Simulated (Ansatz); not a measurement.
# Geometry relaxation, with input and output: Al$_{32}$P$_{32}$ (part 2 of 2)

Continued. System: Al$_{32}$P$_{32}$ (F-43m, 64 atoms in the cell). Method: DFT, PBEsol, PAW, plane waves (Ansatz 0.2.0); cutoff 420 eV, 1×1×1 k-mesh, Fermi–Dirac smearing of 0.01 eV. The structure was built on a prototype by a generator.

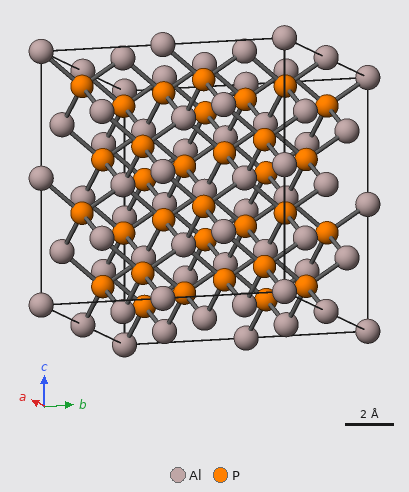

Fig. 1: The structure as given in the input (ball-and-stick view of the cell of the calculation, seen at an oblique angle).

### Output, continued
```
  k-point 0: bands = ["-5.8822", "-5.8822", "-5.8822", "-5.8822", "-5.8822", "-5.8822", "-5.8822", "-5.8822", "-4.5981", "-4.5981", "-4.5981", "-4.5981", "-4.5981", "-4.5981", "-4.5981", "-4.5981", "-4.5981", "-4.5981", "-4.5981", "-4.5981", "-4.5981", "-4.5981", "-4.5981", "-4.5981", "-4.5981", "-4.5981", "-4.5981", "-4.5981", "-4.5981", "-4.5981", "-4.5981", "-4.5981", "0.0148", "0.0148", "0.0148", "0.0148", "0.0148", "0.0148", "0.0148", "0.0148",
      "0.0148", "0.0148", "0.0148", "0.0148", "0.0148", "0.0148", "0.0148", "0.0148", "0.0148", "0.0148", "0.0148", "0.0148", "0.0148", "0.0148", "0.0148", "0.0148", "1.7343", "1.7343", "1.7343", "1.7343", "1.7343", "1.7343", "1.7343", "1.7343", "2.2481", "2.2481", "2.2481", "2.2481", "2.2481", "2.2481", "2.2481", "2.2481", "2.2481", "2.2481", "2.2481", "2.2481", "2.2481", "2.2481", "2.2481", "2.2481",
      "2.2481", "2.2481", "2.2481", "2.2481", "2.2481", "2.2481", "2.2481", "2.2481", "3.3768", "3.3768", "3.3768", "3.3768", "3.3768", "3.3768", "3.3768", "3.3768", "3.3768", "3.3768", "3.3768", "3.3768", "3.3768", "3.3768", "3.3768", "3.3768", "3.3768", "3.3768", "3.3768", "3.3768", "3.3768", "3.3768", "3.3768", "3.3768", "4.4863", "4.4863", "4.4863", "4.4863", "4.4863", "4.4863", "4.4863", "4.4863",
      "4.4863", "4.4863", "4.4863", "4.4863", "4.4863", "4.4863", "4.4863", "4.4863", "7.5909", "7.5909", "7.5909", "7.5909", "7.5909", "7.5909", "7.5909", "7.5909", "7.5909", "7.5909", "7.5909", "7.5909", "7.5909", "7.5909", "7.5909", "7.5909", "7.5909", "7.5909", "7.5909", "7.5909", "7.5909", "7.5909", "7.5909", "7.5909", "8.1129", "8.1129", "8.1129", "8.1129", "8.1129", "8.1129", "8.1129", "8.1129",
      "9.9771", "9.9771", "9.9771", "9.9771", "9.9771", "9.9771", "9.9771", "9.9771", "9.9771", "9.9771", "9.9771", "9.9771", "9.9771", "9.9771", "9.9771", "9.9771", "10.1134", "10.1134", "10.1134", "10.1134", "10.1134", "10.1134", "10.1134", "10.1134", "10.1134", "10.1134", "10.1134", "10.1134", "10.1134", "10.1134", "10.1134", "10.1134"]
--- Relaxed structure (3 steps of the walk, 3 accepted, 1 SCFs on fresh bases) ---
  F+E_penalty+E_count = -40500.49050156 eV   max|allowed force component| = 1.602e-25 eV/Å   (the final SCF, on the basis selected at the relaxed cell)
  cell:  # Å, volume = 1315.8477 Å³
    - [10.958098830352824, 1.93209697981314e-97, 8.095575876937938e-98]
    - [1.93209697981314e-97, 10.958098830352824, 3.27994379634695e-98]
    - [8.095575876937938e-98, 3.27994379634695e-98, 10.958098830352824]
  atoms:
    - { symbol: Al, position: [1.5472804180365732e-37, 3.358325830699438e-36, 6.867923185232607e-38] }
    - { symbol: Al, position: [-7.363852473399943e-36, -1.409552562951708e-36, 0.5] }
    - { symbol: Al, position: [-8.853813127672317e-36, 0.5, -1.765121181027349e-36] }
    - { symbol: Al, position: [-5.100268268695902e-37, 0.5, 0.5] }
    - { symbol: Al, position: [0.5, 3.3583267679725606e-36, -1.2149819721660853e-36] }
    - { symbol: Al, position: [0.5, -1.868003823758585e-36, 0.5] }
    - { symbol: Al, position: [0.5, 0.5, 1.1689580717576447e-36] }
    - { symbol: Al, position: [0.5, 0.5, 0.5] }
    - { symbol: Al, position: [0.25, 0.25, -1.4900517624117972e-36] }
    - { symbol: Al, position: [0.25, 0.25, 0.5] }
    - { symbol: Al, position: [0.25, 0.7500000000000002, -2.040193124541926e-36] }
    - { symbol: Al, position: [0.25, 0.7500000000000002, 0.5] }
    - { symbol: Al, position: [0.7500000000000002, 0.25, 2.5205826085799527e-37] }
    - { symbol: Al, position: [0.7500000000000002, 0.25, 0.5] }
    - { symbol: Al, position: [0.7500000000000002, 0.7500000000000002, 8.021983605386117e-37] }
    - { symbol: Al, position: [0.7500000000000002, 0.7500000000000002, 0.5] }
    - { symbol: Al, position: [0.25, -5.384996280735853e-37, 0.25] }
    - { symbol: Al, position: [0.25, -1.730467196183368e-36, 0.7500000000000002] }
    - { symbol: Al, position: [0.25, 0.5, 0.25] }
    - { symbol: Al, position: [0.25, 0.5, 0.7500000000000002] }
    - { symbol: Al, position: [0.7500000000000002, 2.624806714309738e-36, 0.25] }
    - { symbol: Al, position: [0.7500000000000002, -2.6015231587542605e-36, 0.7500000000000002] }
    - { symbol: Al, position: [0.7500000000000002, 0.5, 0.25] }
    - { symbol: Al, position: [0.7500000000000002, 0.5, 0.7500000000000002] }
    - { symbol: Al, position: [-2.8653835911138593e-38, 0.25, 0.25] }
    - { symbol: Al, position: [-9.335185706011987e-36, 0.25, 0.7500000000000002] }
    - { symbol: Al, position: [-3.1690350652154065e-36, 0.7500000000000002, 0.25] }
    - { symbol: Al, position: [4.624613775573866e-36, 0.7500000000000002, 0.7500000000000002] }
    - { symbol: Al, position: [0.5, 0.25, 0.25] }
    - { symbol: Al, position: [0.5, 0.25, 0.7500000000000002] }
    - { symbol: Al, position: [0.5, 0.7500000000000002, 0.25] }
    - { symbol: Al, position: [0.5, 0.7500000000000002, 0.7500000000000002] }
    - { symbol: P, position: [0.125, 0.125, 0.125] }
    - { symbol: P, position: [0.125, 0.125, 0.6250000000000001] }
    - { symbol: P, position: [0.125, 0.6250000000000001, 0.125] }
    - { symbol: P, position: [0.125, 0.6250000000000001, 0.6250000000000001] }
    - { symbol: P, position: [0.6250000000000001, 0.125, 0.125] }
    - { symbol: P, position: [0.6250000000000001, 0.125, 0.6250000000000001] }
    - { symbol: P, position: [0.6250000000000001, 0.6250000000000001, 0.125] }
    - { symbol: P, position: [0.6250000000000001, 0.6250000000000001, 0.6250000000000001] }
    - { symbol: P, position: [0.3750000000000001, 0.3750000000000001, 0.125] }
    - { symbol: P, position: [0.3750000000000001, 0.3750000000000001, 0.6250000000000001] }
    - { symbol: P, position: [0.3750000000000001, 0.8750000000000001, 0.125] }
    - { symbol: P, position: [0.3750000000000001, 0.8750000000000001, 0.6250000000000001] }
    - { symbol: P, position: [0.8750000000000001, 0.3750000000000001, 0.125] }
    - { symbol: P, position: [0.8750000000000001, 0.3750000000000001, 0.6250000000000001] }
    - { symbol: P, position: [0.8750000000000001, 0.8750000000000001, 0.125] }
    - { symbol: P, position: [0.8750000000000001, 0.8750000000000001, 0.6250000000000001] }
    - { symbol: P, position: [0.3750000000000001, 0.125, 0.3750000000000001] }
    - { symbol: P, position: [0.3750000000000001, 0.125, 0.8750000000000001] }
    - { symbol: P, position: [0.3750000000000001, 0.6250000000000001, 0.3750000000000001] }
    - { symbol: P, position: [0.3750000000000001, 0.6250000000000001, 0.8750000000000001] }
    - { symbol: P, position: [0.8750000000000001, 0.125, 0.3750000000000001] }
    - { symbol: P, position: [0.8750000000000001, 0.125, 0.8750000000000001] }
    - { symbol: P, position: [0.8750000000000001, 0.6250000000000001, 0.3750000000000001] }
    - { symbol: P, position: [0.8750000000000001, 0.6250000000000001, 0.8750000000000001] }
    - { symbol: P, position: [0.125, 0.3750000000000001, 0.3750000000000001] }
    - { symbol: P, position: [0.125, 0.3750000000000001, 0.8750000000000001] }
    - { symbol: P, position: [0.125, 0.8750000000000001, 0.3750000000000001] }
    - { symbol: P, position: [0.125, 0.8750000000000001, 0.8750000000000001] }
    - { symbol: P, position: [0.6250000000000001, 0.3750000000000001, 0.3750000000000001] }
    - { symbol: P, position: [0.6250000000000001, 0.3750000000000001, 0.8750000000000001] }
    - { symbol: P, position: [0.6250000000000001, 0.8750000000000001, 0.3750000000000001] }
    - { symbol: P, position: [0.6250000000000001, 0.8750000000000001, 0.8750000000000001] }
--- Löwdin populations: 64 sites ---
  site symbol       q [e]
     0     Al      2.6037
     1     Al      2.6037
     2     Al      2.6037
     3     Al      2.6037
     4     Al      2.6037
     5     Al      2.6037
     6     Al      2.6037
     7     Al      2.6037
     8     Al      2.6037
     9     Al      2.6037
    10     Al      2.6037
    11     Al      2.6037
    12     Al      2.6037
    13     Al      2.6037
    14     Al      2.6037
    15     Al      2.6037
    16     Al      2.6037
    17     Al      2.6037
    18     Al      2.6037
    19     Al      2.6037
    20     Al      2.6037
    21     Al      2.6037
    22     Al      2.6037
    23     Al      2.6037
    24     Al      2.6037
    25     Al      2.6037
    26     Al      2.6037
    27     Al      2.6037
    28     Al      2.6037
    29     Al      2.6037
    30     Al      2.6037
    31     Al      2.6037
    32      P      5.3385
    33      P      5.3385
    34      P      5.3385
    35      P      5.3385
    36      P      5.3385
    37      P      5.3385
    38      P      5.3385
    39      P      5.3385
    40      P      5.3385
    41      P      5.3385
    42      P      5.3385
    43      P      5.3385
    44      P      5.3385
    45      P      5.3385
    46      P      5.3385
    47      P      5.3385
    48      P      5.3385
    49      P      5.3385
    50      P      5.3385
    51      P      5.3385
    52      P      5.3385
    53      P      5.3385
    54      P      5.3385
    55      P      5.3385
    56      P      5.3385
    57      P      5.3385
    58      P      5.3385
    59      P      5.3385
    60      P      5.3385
    61      P      5.3385
    62      P      5.3385
    63      P      5.3385
  spilling = 0.007236 (of n_electrons = 256.000000)
```

This output came from the following input.

### The input
```yaml
crystal:
  lattice:
    - [10.940000, 0.000000, 0.000000]
    - [0.000000, 10.940000, 0.000000]
    - [0.000000, 0.000000, 10.940000]
  atoms:
    - { symbol: Al, position: [0.000000, 0.000000, 0.000000] }
    - { symbol: Al, position: [0.000000, 0.000000, 0.500000] }
    - { symbol: Al, position: [0.000000, 0.500000, 0.000000] }
    - { symbol: Al, position: [0.000000, 0.500000, 0.500000] }
    - { symbol: Al, position: [0.500000, 0.000000, 0.000000] }
    - { symbol: Al, position: [0.500000, 0.000000, 0.500000] }
    - { symbol: Al, position: [0.500000, 0.500000, 0.000000] }
    - { symbol: Al, position: [0.500000, 0.500000, 0.500000] }
    - { symbol: Al, position: [0.250000, 0.250000, 0.000000] }
    - { symbol: Al, position: [0.250000, 0.250000, 0.500000] }
    - { symbol: Al, position: [0.250000, 0.750000, 0.000000] }
    - { symbol: Al, position: [0.250000, 0.750000, 0.500000] }
    - { symbol: Al, position: [0.750000, 0.250000, 0.000000] }
    - { symbol: Al, position: [0.750000, 0.250000, 0.500000] }
    - { symbol: Al, position: [0.750000, 0.750000, 0.000000] }
    - { symbol: Al, position: [0.750000, 0.750000, 0.500000] }
    - { symbol: Al, position: [0.250000, 0.000000, 0.250000] }
    - { symbol: Al, position: [0.250000, 0.000000, 0.750000] }
    - { symbol: Al, position: [0.250000, 0.500000, 0.250000] }
    - { symbol: Al, position: [0.250000, 0.500000, 0.750000] }
    - { symbol: Al, position: [0.750000, 0.000000, 0.250000] }
    - { symbol: Al, position: [0.750000, 0.000000, 0.750000] }
    - { symbol: Al, position: [0.750000, 0.500000, 0.250000] }
    - { symbol: Al, position: [0.750000, 0.500000, 0.750000] }
    - { symbol: Al, position: [0.000000, 0.250000, 0.250000] }
    - { symbol: Al, position: [0.000000, 0.250000, 0.750000] }
    - { symbol: Al, position: [0.000000, 0.750000, 0.250000] }
    - { symbol: Al, position: [0.000000, 0.750000, 0.750000] }
    - { symbol: Al, position: [0.500000, 0.250000, 0.250000] }
    - { symbol: Al, position: [0.500000, 0.250000, 0.750000] }
    - { symbol: Al, position: [0.500000, 0.750000, 0.250000] }
    - { symbol: Al, position: [0.500000, 0.750000, 0.750000] }
    - { symbol: P, position: [0.125000, 0.125000, 0.125000] }
    - { symbol: P, position: [0.125000, 0.125000, 0.625000] }
    - { symbol: P, position: [0.125000, 0.625000, 0.125000] }
    - { symbol: P, position: [0.125000, 0.625000, 0.625000] }
    - { symbol: P, position: [0.625000, 0.125000, 0.125000] }
    - { symbol: P, position: [0.625000, 0.125000, 0.625000] }
    - { symbol: P, position: [0.625000, 0.625000, 0.125000] }
    - { symbol: P, position: [0.625000, 0.625000, 0.625000] }
    - { symbol: P, position: [0.375000, 0.375000, 0.125000] }
    - { symbol: P, position: [0.375000, 0.375000, 0.625000] }
    - { symbol: P, position: [0.375000, 0.875000, 0.125000] }
    - { symbol: P, position: [0.375000, 0.875000, 0.625000] }
    - { symbol: P, position: [0.875000, 0.375000, 0.125000] }
    - { symbol: P, position: [0.875000, 0.375000, 0.625000] }
    - { symbol: P, position: [0.875000, 0.875000, 0.125000] }
    - { symbol: P, position: [0.875000, 0.875000, 0.625000] }
    - { symbol: P, position: [0.375000, 0.125000, 0.375000] }
    - { symbol: P, position: [0.375000, 0.125000, 0.875000] }
    - { symbol: P, position: [0.375000, 0.625000, 0.375000] }
    - { symbol: P, position: [0.375000, 0.625000, 0.875000] }
    - { symbol: P, position: [0.875000, 0.125000, 0.375000] }
    - { symbol: P, position: [0.875000, 0.125000, 0.875000] }
    - { symbol: P, position: [0.875000, 0.625000, 0.375000] }
    - { symbol: P, position: [0.875000, 0.625000, 0.875000] }
    - { symbol: P, position: [0.125000, 0.375000, 0.375000] }
    - { symbol: P, position: [0.125000, 0.375000, 0.875000] }
    - { symbol: P, position: [0.125000, 0.875000, 0.375000] }
    - { symbol: P, position: [0.125000, 0.875000, 0.875000] }
    - { symbol: P, position: [0.625000, 0.375000, 0.375000] }
    - { symbol: P, position: [0.625000, 0.375000, 0.875000] }
    - { symbol: P, position: [0.625000, 0.875000, 0.375000] }
    - { symbol: P, position: [0.625000, 0.875000, 0.875000] }
kpoints:
  mp_grid: { grid: [1, 1, 1], shift: [0.5, 0.5, 0.5] }
hamiltonian:
  xc: pbesol
scf:
  occupations: { method: fermi_dirac, width: 0.01 }
relax:
  f_tol: 0.03
  max_steps: 80
  escape_saddle: false
  adjacent_minimum: "off"
  cell: { fix: [shape] }
output:
  forces: true
  eigenvalues: true
  populations: true
```

### Summary

| quantity | value |
| --- | --- |
| outcome | converged |
| space group (tolerance 0.01 Å) | F-43m (216) |
| electrons treated | 256 |
| free energy | −40500.4905 eV |
| Fermi energy | 6.037 eV |
| pressure | 0.00 GPa |
| largest force (length of the vector) at the end | under 0.001 eV/Å |
| final cell | a = 10.958 Å, b = 10.958 Å, c = 10.958 Å, α = 90.00°, β = 90.00°, γ = 90.00° |
| hardware | 7 CPU threads, shared host |
| wall time | 12 s (CPU time 74 s) |
| peak memory | 1.9 GiB |

### Notes

The k-point mesh is coarse for a cell of this size, so the results may not be converged.
